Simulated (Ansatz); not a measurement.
## Band-structure calculation of MgTe (part 2 of 2)

The same run, continued: MgTe (P6₃mc, 4 atoms in the cell); DFT, r2SCAN with spin-orbit coupling, plane waves, PAW (Ansatz 0.2.0); cutoff 500 eV, 6×6×4 k-mesh, fixed occupations. The structure was built on a prototype by a generator. The geometry comes from this level: r2SCAN (a point of a series of strains). It belongs to a series of runs on one base structure; here: hydrostatic strain -1.0%.

Geometry of the input (Å; fractional positions):
```
4.5319  0.0000  0.0000
-2.2659  3.9247  0.0000
0.0000  0.0000  7.3805
Mg 0.3333  0.6667  -0.0006
Mg 0.6667  0.3333  0.4994
Te 0.3333  0.6667  0.3756
Te 0.6667  0.3333  0.8756
```

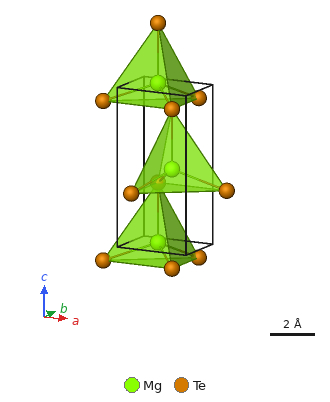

**Figure 1.** The structure (polyhedral view of the cell of the calculation, seen slightly off an axis; polyhedra are completed across the faces of the cell). An atom can appear more than once, as a periodic image.

Output, continued
```
  k-point 1: bands = ["-73.5768", "-73.5768", "-73.5768", "-73.5768", "-38.8711", "-38.8711", "-38.8710", "-38.8710", "-38.5820", "-38.5820", "-38.5820", "-38.5820", "-38.5812", "-38.5812", "-38.5812", "-38.5812", "-32.3012", "-32.3012", "-32.3011", "-32.3011", "-32.3008", "-32.3008", "-32.3007", "-32.3007", "-30.8421", "-30.8421", "-30.8421", "-30.8421", "-30.8346", "-30.8346", "-30.8345", "-30.8345", "-30.8345", "-30.8345", "-30.8341", "-30.8341", "-6.1893", "-6.1893", "-5.7128", "-5.7128", "1.3095", "1.3095", "3.3659", "3.3659", "3.6579", "3.6579", "4.1465", "4.1465", "4.1649", "4.1649", "4.5201", "4.5201", "8.1784", "8.1784", "8.3222", "8.3222", "10.2171", "10.2171", "10.2333", "10.2333", "10.3682", "10.3682"]
  k-point 2: bands = ["-73.5768", "-73.5768", "-73.5768", "-73.5768", "-38.8711", "-38.8711", "-38.8711", "-38.8711", "-38.5820", "-38.5820", "-38.5820", "-38.5820", "-38.5812", "-38.5812", "-38.5812", "-38.5812", "-32.3011", "-32.3011", "-32.3011", "-32.3011", "-32.3007", "-32.3007", "-32.3007", "-32.3007", "-30.8421", "-30.8421", "-30.8421", "-30.8421", "-30.8345", "-30.8345", "-30.8345", "-30.8345", "-30.8343", "-30.8343", "-30.8343", "-30.8343", "-5.9664", "-5.9664", "-5.9664", "-5.9664", "2.2551", "2.2551", "2.2551", "2.2551", "3.8455", "3.8455", "3.8455", "3.8455", "4.3259", "4.3259", "4.3259", "4.3259", "8.5503", "8.5503", "8.5503", "8.5503", "10.4456", "10.4456", "10.4456", "10.4456", "10.4512", "10.4512"]
  k-point 20: bands = ["-73.5768", "-73.5768", "-73.5768", "-73.5768", "-38.8711", "-38.8711", "-38.8711", "-38.8711", "-38.5820", "-38.5820", "-38.5820", "-38.5820", "-38.5813", "-38.5813", "-38.5812", "-38.5812", "-32.3011", "-32.3011", "-32.3011", "-32.3011", "-32.3006", "-32.3006", "-32.3005", "-32.3005", "-30.8420", "-30.8420", "-30.8418", "-30.8418", "-30.8346", "-30.8346", "-30.8343", "-30.8343", "-30.8342", "-30.8342", "-30.8340", "-30.8340", "-5.4311", "-5.4311", "-5.4306", "-5.4306", "1.1868", "1.1868", "1.4045", "1.4045", "2.1066", "2.1066", "2.4785", "2.4785", "3.6412", "3.6412", "3.7834", "3.7834", "8.8347", "8.8347", "8.8497", "8.8497", "9.8520", "9.8520", "9.9599", "9.9599", "11.5851", "11.5851"]
```

File rho_z.tsv
```
# z_ang	rho[e/angstrom^3]	m_x[e/angstrom^3]	m_y[e/angstrom^3]	m_z[e/angstrom^3]	m_norm[e/angstrom^3]
# format = ansatz-planar-average/11
# lattice	4.531859289	0.000000000	0.000000000
# lattice	-2.265929645	3.924705271	0.000000000
# lattice	0.000000000	0.000000000	7.380538367
# sites	4
# site	12	0.000000000	2.616470181	-0.004487750
# site	12	2.265929645	1.308235090	3.685781433
# site	52	0.000000000	2.616470181	2.772189638
# site	52	2.265929645	1.308235090	6.462458821
0.000000	8.676872e-1	0.000000e0	0.000000e0	0.000000e0	0.000000e0
0.136677	7.323403e-1	0.000000e0	0.000000e0	0.000000e0	0.000000e0
0.273353	4.807879e-1	0.000000e0	0.000000e0	0.000000e0	0.000000e0
0.410030	2.498490e-1	0.000000e0	0.000000e0	0.000000e0	0.000000e0
0.546707	1.169519e-1	0.000000e0	0.000000e0	0.000000e0	0.000000e0
0.683383	6.623843e-2	0.000000e0	0.000000e0	0.000000e0	0.000000e0
0.820060	5.111621e-2	0.000000e0	0.000000e0	0.000000e0	0.000000e0
0.956736	4.702361e-2	0.000000e0	0.000000e0	0.000000e0	0.000000e0
1.093413	4.823520e-2	0.000000e0	0.000000e0	0.000000e0	0.000000e0
1.230090	5.334817e-2	0.000000e0	0.000000e0	0.000000e0	0.000000e0
1.366766	6.209906e-2	0.000000e0	0.000000e0	0.000000e0	0.000000e0
1.503443	7.490364e-2	0.000000e0	0.000000e0	0.000000e0	0.000000e0
1.640120	9.234779e-2	0.000000e0	0.000000e0	0.000000e0	0.000000e0
1.776796	1.152527e-1	0.000000e0	0.000000e0	0.000000e0	0.000000e0
1.913473	1.446335e-1	0.000000e0	0.000000e0	0.000000e0	0.000000e0
2.050150	1.916547e-1	0.000000e0	0.000000e0	0.000000e0	0.000000e0
2.186826	2.825358e-1	0.000000e0	0.000000e0	0.000000e0	0.000000e0
2.323503	4.316278e-1	0.000000e0	0.000000e0	0.000000e0	0.000000e0
2.460179	6.170105e-1	0.000000e0	0.000000e0	0.000000e0	0.000000e0
2.596856	7.852074e-1	0.000000e0	0.000000e0	0.000000e0	0.000000e0
2.733533	8.778093e-1	0.000000e0	0.000000e0	0.000000e0	0.000000e0
2.870209	8.621423e-1	0.000000e0	0.000000e0	0.000000e0	0.000000e0
3.006886	7.532942e-1	0.000000e0	0.000000e0	0.000000e0	0.000000e0
3.143563	6.238602e-1	0.000000e0	0.000000e0	0.000000e0	0.000000e0
3.280239	5.788940e-1	0.000000e0	0.000000e0	0.000000e0	0.000000e0
3.416916	6.698248e-1	0.000000e0	0.000000e0	0.000000e0	0.000000e0
3.553593	8.186892e-1	0.000000e0	0.000000e0	0.000000e0	0.000000e0
3.690269	8.676872e-1	0.000000e0	0.000000e0	0.000000e0	0.000000e0
3.826946	7.323403e-1	0.000000e0	0.000000e0	0.000000e0	0.000000e0
3.963622	4.807879e-1	0.000000e0	0.000000e0	0.000000e0	0.000000e0
4.100299	2.498490e-1	0.000000e0	0.000000e0	0.000000e0	0.000000e0
4.236976	1.169519e-1	0.000000e0	0.000000e0	0.000000e0	0.000000e0
4.373652	6.623843e-2	0.000000e0	0.000000e0	0.000000e0	0.000000e0
4.510329	5.111621e-2	0.000000e0	0.000000e0	0.000000e0	0.000000e0
4.647006	4.702361e-2	0.000000e0	0.000000e0	0.000000e0	0.000000e0
4.783682	4.823520e-2	0.000000e0	0.000000e0	0.000000e0	0.000000e0
4.920359	5.334817e-2	0.000000e0	0.000000e0	0.000000e0	0.000000e0
5.057036	6.209906e-2	0.000000e0	0.000000e0	0.000000e0	0.000000e0
5.193712	7.490364e-2	0.000000e0	0.000000e0	0.000000e0	0.000000e0
5.330389	9.234779e-2	0.000000e0	0.000000e0	0.000000e0	0.000000e0
5.467065	1.152527e-1	0.000000e0	0.000000e0	0.000000e0	0.000000e0
5.603742	1.446335e-1	0.000000e0	0.000000e0	0.000000e0	0.000000e0
5.740419	1.916547e-1	0.000000e0	0.000000e0	0.000000e0	0.000000e0
5.877095	2.825358e-1	0.000000e0	0.000000e0	0.000000e0	0.000000e0
6.013772	4.316278e-1	0.000000e0	0.000000e0	0.000000e0	0.000000e0
6.150449	6.170105e-1	0.000000e0	0.000000e0	0.000000e0	0.000000e0
6.287125	7.852074e-1	0.000000e0	0.000000e0	0.000000e0	0.000000e0
6.423802	8.778093e-1	0.000000e0	0.000000e0	0.000000e0	0.000000e0
6.560479	8.621423e-1	0.000000e0	0.000000e0	0.000000e0	0.000000e0
6.697155	7.532942e-1	0.000000e0	0.000000e0	0.000000e0	0.000000e0
6.833832	6.238602e-1	0.000000e0	0.000000e0	0.000000e0	0.000000e0
6.970508	5.788940e-1	0.000000e0	0.000000e0	0.000000e0	0.000000e0
7.107185	6.698248e-1	0.000000e0	0.000000e0	0.000000e0	0.000000e0
7.243862	8.186892e-1	0.000000e0	0.000000e0	0.000000e0	0.000000e0
```

File v_z.tsv
```
# z_ang	v_es[eV]	v_tot[eV]	b_x[eV]	b_y[eV]	b_z[eV]
# format = ansatz-planar-average/11
# xc	r2scan
# density_cutoff_ev	2000
# datasets	Mg=:simpson_from_first_knot:soft:shift=0	Te=:simpson_from_first_knot:soft:shift=0
# lattice	4.531859289	0.000000000	0.000000000
# lattice	-2.265929645	3.924705271	0.000000000
# lattice	0.000000000	0.000000000	7.380538367
# sites	4
# site	12	0.000000000	2.616470181	-0.004487750
# site	12	2.265929645	1.308235090	3.685781433
# site	52	0.000000000	2.616470181	2.772189638
# site	52	2.265929645	1.308235090	6.462458821
0.000000	-9.387477e-1	-1.042561e1	0.000000e0	0.000000e0	0.000000e0
0.136677	3.296191e-1	-8.586085e0	0.000000e0	0.000000e0	0.000000e0
0.273353	1.867522e0	-6.393423e0	0.000000e0	0.000000e0	0.000000e0
0.410030	3.484779e0	-4.006700e0	0.000000e0	0.000000e0	0.000000e0
0.546707	4.987897e0	-1.697722e0	0.000000e0	0.000000e0	0.000000e0
0.683383	6.173565e0	1.719051e-1	0.000000e0	0.000000e0	0.000000e0
0.820060	7.024144e0	1.451549e0	0.000000e0	0.000000e0	0.000000e0
0.956736	7.646390e0	2.238467e0	0.000000e0	0.000000e0	0.000000e0
1.093413	8.121336e0	2.428381e0	0.000000e0	0.000000e0	0.000000e0
1.230090	8.435823e0	2.513371e0	0.000000e0	0.000000e0	0.000000e0
1.366766	8.568588e0	2.457332e0	0.000000e0	0.000000e0	0.000000e0
1.503443	8.489588e0	2.162921e0	0.000000e0	0.000000e0	0.000000e0
1.640120	8.140125e0	1.414540e0	0.000000e0	0.000000e0	0.000000e0
1.776796	7.379569e0	1.845957e-1	0.000000e0	0.000000e0	0.000000e0
1.913473	6.322665e0	-1.390721e0	0.000000e0	0.000000e0	0.000000e0
2.050150	5.408575e0	-2.873057e0	0.000000e0	0.000000e0	0.000000e0
2.186826	4.978235e0	-3.864736e0	0.000000e0	0.000000e0	0.000000e0
2.323503	5.097297e0	-4.305643e0	0.000000e0	0.000000e0	0.000000e0
2.460179	5.577511e0	-4.282931e0	0.000000e0	0.000000e0	0.000000e0
2.596856	6.044366e0	-4.165882e0	0.000000e0	0.000000e0	0.000000e0
2.733533	6.079081e0	-4.373888e0	0.000000e0	0.000000e0	0.000000e0
2.870209	5.419620e0	-5.139480e0	0.000000e0	0.000000e0	0.000000e0
3.006886	4.038357e0	-6.548093e0	0.000000e0	0.000000e0	0.000000e0
3.143563	2.170588e0	-8.473875e0	0.000000e0	0.000000e0	0.000000e0
3.280239	2.793475e-1	-1.029604e1	0.000000e0	0.000000e0	0.000000e0
3.416916	-1.088626e0	-1.144697e1	0.000000e0	0.000000e0	0.000000e0
3.553593	-1.519371e0	-1.151069e1	0.000000e0	0.000000e0	0.000000e0
3.690269	-9.387477e-1	-1.042561e1	0.000000e0	0.000000e0	0.000000e0
3.826946	3.296191e-1	-8.586085e0	0.000000e0	0.000000e0	0.000000e0
3.963622	1.867522e0	-6.393423e0	0.000000e0	0.000000e0	0.000000e0
4.100299	3.484779e0	-4.006700e0	0.000000e0	0.000000e0	0.000000e0
4.236976	4.987897e0	-1.697722e0	0.000000e0	0.000000e0	0.000000e0
4.373652	6.173565e0	1.719051e-1	0.000000e0	0.000000e0	0.000000e0
4.510329	7.024144e0	1.451549e0	0.000000e0	0.000000e0	0.000000e0
4.647006	7.646390e0	2.238467e0	0.000000e0	0.000000e0	0.000000e0
4.783682	8.121336e0	2.428381e0	0.000000e0	0.000000e0	0.000000e0
4.920359	8.435823e0	2.513371e0	0.000000e0	0.000000e0	0.000000e0
5.057036	8.568588e0	2.457332e0	0.000000e0	0.000000e0	0.000000e0
5.193712	8.489588e0	2.162921e0	0.000000e0	0.000000e0	0.000000e0
5.330389	8.140125e0	1.414540e0	0.000000e0	0.000000e0	0.000000e0
5.467065	7.379569e0	1.845957e-1	0.000000e0	0.000000e0	0.000000e0
5.603742	6.322665e0	-1.390721e0	0.000000e0	0.000000e0	0.000000e0
5.740419	5.408575e0	-2.873057e0	0.000000e0	0.000000e0	0.000000e0
5.877095	4.978235e0	-3.864736e0	0.000000e0	0.000000e0	0.000000e0
6.013772	5.097297e0	-4.305643e0	0.000000e0	0.000000e0	0.000000e0
6.150449	5.577511e0	-4.282931e0	0.000000e0	0.000000e0	0.000000e0
6.287125	6.044366e0	-4.165882e0	0.000000e0	0.000000e0	0.000000e0
6.423802	6.079081e0	-4.373888e0	0.000000e0	0.000000e0	0.000000e0
6.560479	5.419620e0	-5.139480e0	0.000000e0	0.000000e0	0.000000e0
6.697155	4.038357e0	-6.548093e0	0.000000e0	0.000000e0	0.000000e0
6.833832	2.170588e0	-8.473875e0	0.000000e0	0.000000e0	0.000000e0
6.970508	2.793475e-1	-1.029604e1	0.000000e0	0.000000e0	0.000000e0
7.107185	-1.088626e0	-1.144697e1	0.000000e0	0.000000e0	0.000000e0
7.243862	-1.519371e0	-1.151069e1	0.000000e0	0.000000e0	0.000000e0
```

Summary

| quantity | value |
| --- | --- |
| outcome | converged |
| space group (tolerance 0.01 Å) | P6₃mc (186) |
| electrons treated | 52 |
| free energy | −17823.7240 eV |
| Fermi energy | 4.607 eV |
| gap on the k-point mesh | 3.05 eV |
| net moment of the cell | 0.00 μB |
| integrated absolute moment | 0.00 μB |
| pressure | 1.19 GPa |
| largest force (length of the vector) | under 0.001 eV/Å |
| hardware | 1 × NVIDIA H100 80GB HBM3, 2 threads of AMD EPYC (Zen 3), 1656 GiB of memory available, shared host |
| wall time | 15 s (CPU time 18 s) |
| peak memory | 1.5 GiB |
